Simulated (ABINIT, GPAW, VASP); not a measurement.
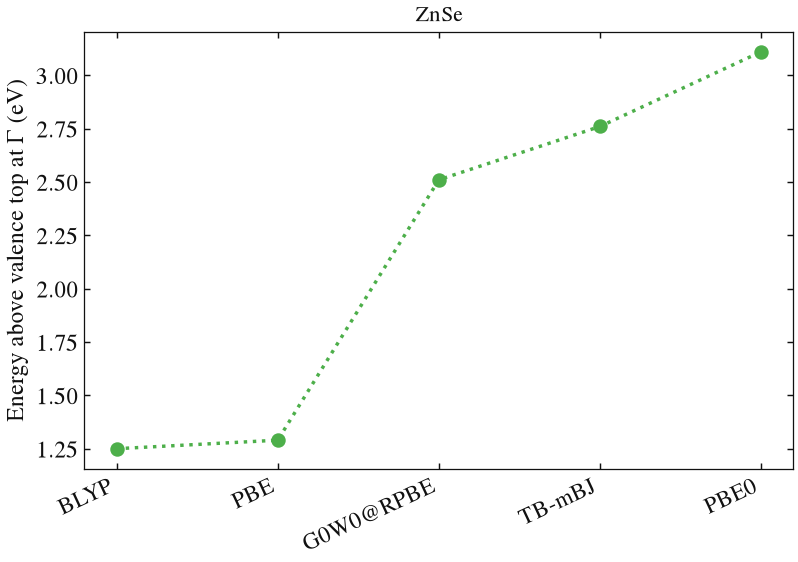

Lowest conduction level at Γ, counted from the valence-band top at Γ, by several methods on one cell of zincblende ZnSe, space group F-43m (No. 216), 2 atoms in the primitive cell; cubic a = 5.668 Å. All runs are without spin-orbit coupling and carry no moments.

| method | program | Γ (eV) |
| --- | --- | --- |
| BLYP | ABINIT | 1.25 |
| PBE | ABINIT | 1.29 |
| G0W0@RPBE | GPAW | 2.51 |
| TB-mBJ | VASP | 2.76 |
| PBE0 | VASP | 3.11 |

One method is left out: G0W0@PBE. Predict its row. It was run as: PBE, VASP PAW PBE potentials, release 64 (Se_GW, Zn_GW), 5×5×5 k mesh, 520 eV cutoff, Gaussian smearing of 0.01 eV (VASP 6.6.1), G0W0 with GW iterations 1, cutoff of the response function 260 eV, empty bands 273 and frequency points 72.

It starts from PBE, whose row gives 1.29 eV at Γ in another program. G0W0@PBE gives 2.40 eV at Γ, which is +1.11 eV from PBE at Γ.

How do the methods rank at Γ?

From low to high: BLYP 1.25, PBE 1.29, G0W0@PBE 2.40, G0W0@RPBE 2.51, TB-mBJ 2.76, PBE0 3.11 eV. Too close to rank are BLYP against PBE (different meshes) and G0W0@PBE against G0W0@RPBE (different programs, potentials, meshes, cutoffs and GW settings).

Settings. BLYP: JTH PAW PBE v2.0, 8×8×8 k mesh, 544 eV cutoff, Fermi-Dirac smearing of 0.05 eV (ABINIT 10.8.3 (patched build)). PBE: JTH PAW PBE v2.0, 10×10×10 k mesh, 544 eV cutoff, Fermi-Dirac smearing of 0.05 eV (ABINIT). G0W0@RPBE: RPBE, the program's PAW data sets (release 1.2.1) made for this functional, 4×4×4 k mesh, 400 eV cutoff, Fermi-Dirac smearing of 0.001 eV (GPAW 26.7.0), G0W0 with response cutoff 150 eV, frequency model full frequency and response bands 189. TB-mBJ: VASP PAW PBE potentials, release 64 (Se, Zn), 8×8×8 k mesh, 520 eV cutoff, Gaussian smearing of 0.02 eV (VASP 6.6.1). PBE0: VASP PAW PBE potentials, release 64 (Se, Zn), 4×4×4 k mesh, 520 eV cutoff, Fermi-Dirac smearing of 0.05 eV (VASP 6.6.1).

These are six of the 35 methods that were run on this cell. The runs come from different programs and meshes, which adds differences of its own. Spin-orbit coupling is left out, which matters for Se. BLYP, TB-mBJ and PBE0: the PAW data sets were made with another functional. LDA, GGA and most meta-GGA functionals understate gaps. G0W0@PBE: bands, screening cutoff and mesh are small and nothing is extrapolated, so the quasiparticle values aren't converged. G0W0@RPBE: the k mesh is coarse, so the values aren't converged. G0W0@RPBE: the quasiparticle gap is taken among the few k points that were corrected. G0W0@RPBE: the long-wavelength limit can be off by several per cent where d states take part. TB-mBJ: this is a model potential built to give gaps, with no total energy. PBE0: the k mesh is coarse, so the values aren't converged, least of all with exact exchange. The GW runs differ in bands or cutoffs. The GW values are at finite bands, cutoffs and mesh, short of the basis limit.
